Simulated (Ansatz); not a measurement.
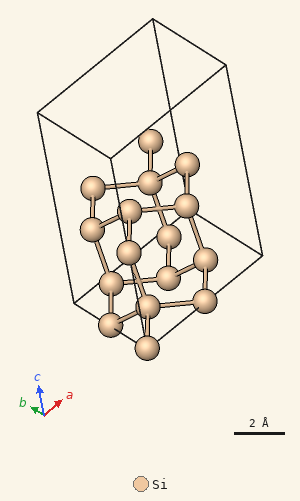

Starting frame of a dynamics run of a 16-atom cell of Si. The cell was cut from the diamond crystal. Style: ball-and-stick. Shown: the reduced simulation cell, slightly off an axis. Bonds to atoms that aren't drawn are left out. Lengths and directions refer to the drawn axes.

Computed with DFT PBEsol, scalar-relativistic, plane waves, PAW (Ansatz).

Input
```yaml
accuracy: low
crystal:
  lattice:
    - [0.0, 5.688954, 5.688954]
    - [5.688954, 0.0, 5.688954]
    - [5.688954, 5.688954, 0.0]
  atoms:
    - { symbol: Si, position: [0.0, 0.0, 0.0] }
    - { symbol: Si, position: [0.125, 0.125, 0.125] }
    - { symbol: Si, position: [0.0, 0.0, 0.5] }
    - { symbol: Si, position: [0.125, 0.125, 0.625] }
    - { symbol: Si, position: [0.0, 0.5, 0.0] }
    - { symbol: Si, position: [0.125, 0.625, 0.125] }
    - { symbol: Si, position: [0.0, 0.5, 0.5] }
    - { symbol: Si, position: [0.125, 0.625, 0.625] }
    - { symbol: Si, position: [0.5, 0.0, 0.0] }
    - { symbol: Si, position: [0.625, 0.125, 0.125] }
    - { symbol: Si, position: [0.5, 0.0, 0.5] }
    - { symbol: Si, position: [0.625, 0.125, 0.625] }
    - { symbol: Si, position: [0.5, 0.5, 0.0] }
    - { symbol: Si, position: [0.625, 0.625, 0.125] }
    - { symbol: Si, position: [0.5, 0.5, 0.5] }
    - { symbol: Si, position: [0.625, 0.625, 0.625] }
basis:
  ecutwfc: 420.0
kpoints:
  mp_grid: { grid: [2, 2, 2] }
hamiltonian:
  xc: pbesol
scf:
  occupations: { method: fermi_dirac, width: 0.36 }
  lower_state_search: "off"
md:
  timestep: 1.5
  n_steps: 130
  ensemble: nvt_langevin
  temperature: 4200.0
  initial_velocities: maxwell_boltzmann
  seed: 770269
  friction: 0.02
```

Run as
```bash
ansatz run input.yaml --threads 1 --pin off --max-ram 3072MiB --backend cpu --events-out ev --progress --plain --runs-dir out
```

**What does the trajectory do?**

Over the second half the temperature averages 4630 K (spread ±720 K). The potential energy is still drifting at the end, so the run hasn't reached equilibrium. The potential energy in the second half lies on average 671 meV per atom above the first frame. Root-mean-square distances from the starting positions over the second half, with the common drift of all atoms taken out: Si 1.49 Å. That is a large part of the typical shortest distance between atoms in the first frame, about 2.5 Å and still growing: the atoms leave their places as in a liquid, so the crystal loses its order. Bond changes: 26 Si–Si bonds break between 36 fs and 194 fs; 17 Si–Si bonds form between 56 fs and 192 fs.

Along the run (each row but the first and the last is the mean over the interval that it begins):

| time (fs) | potential energy (meV/atom) | T (K) |
| --- | --- | --- |
| 0.0 | 0.0 | 3938 |
| 19.5 | 339.2 | 2999 |
| 39.0 | 418.3 | 2951 |
| 58.5 | 473.3 | 3477 |
| 78.0 | 552.7 | 4186 |
| 97.5 | 626.2 | 3924 |
| 117.0 | 652.9 | 4281 |
| 136.5 | 643.1 | 5452 |
| 156.0 | 697.1 | 5071 |
| 175.5 | 731.0 | 4420 |
| 195.0 | 703.7 | 4694 |

The paths of the atoms:

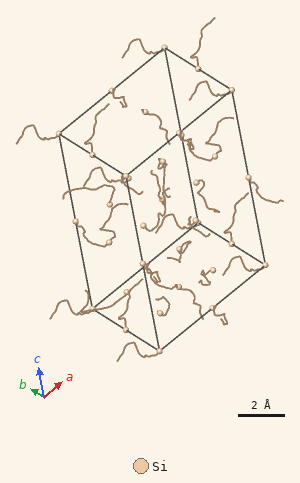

Limits of the set-up: the k-point mesh is coarse for a cell with partly filled bands; the program's low-accuracy preset was used.
